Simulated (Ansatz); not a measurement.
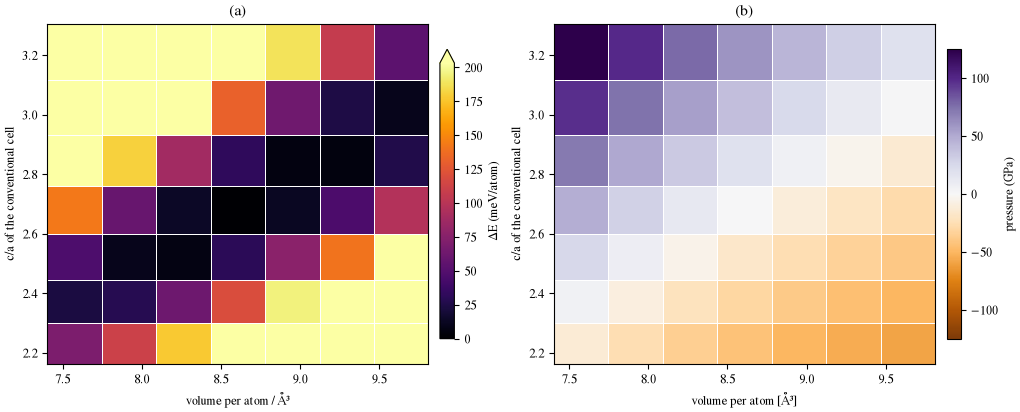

C (P6_3/mmc, No. 194; 4 atoms in the cell). 
- The energy is mapped over volume and the cell's shape.
- The first coordinate is: volume per atom; the second: c/a of the conventional cell.
- Nothing is relaxed (symmetry fixes all fractional coordinates).
- The scan uses a 7 × 7 grid.
- Points are written as (first, second).
- Energies: meV/atom, counted from the lowest grid point.
- The D3 coefficients switch with the coordination numbers inside this range, which puts artificial structure into the map.
- Theory: DFT PBEsol+D3(BJ), scalar-relativistic, plane waves, PAW (Ansatz). Settings: cutoff 520 eV, k-mesh 21×21×8 in the order of the run's cell vectors, gaussian smearing 0.15 eV, no spin polarisation.

Panel (a) is the energy and panel (b) the computed pressure on the same grid.

In the figure: one coloured cell a grid point, one colour for all values above the top of the scale.

Q: How does the pressure vary over the map, and what is it at the lowest grid point?

A: It runs from −59 GPa at (9.64 Å³, 2.232) to 125 GPa at (7.57 Å³, 3.211). At the lowest grid point, (8.61 Å³, 2.677), it is 0 GPa. The pressure is minus the slope of the energy with volume, so it vanishes at the true minimum, which need not be a grid point.

```
c/a of the conventional cell ↓, volume per atom →  7.57  7.92  8.26  8.61  8.95  9.30  9.64
                                            3.211   125    99    78    60    45    31    19
                                            3.022    97    74    56    39    25    12     2
                                            2.844    71    52    34    19     6    −5   −14
                                            2.677    48    29    13     0   −11   −20   −27
                                            2.519    26     9    −5   −17   −26   −33   −39
                                            2.371     5   −10   −22   −31   −39   −45   −50
                                            2.232   −13   −26   −36   −44   −50   −55   −59
```

PAW datasets: the set soft_1.
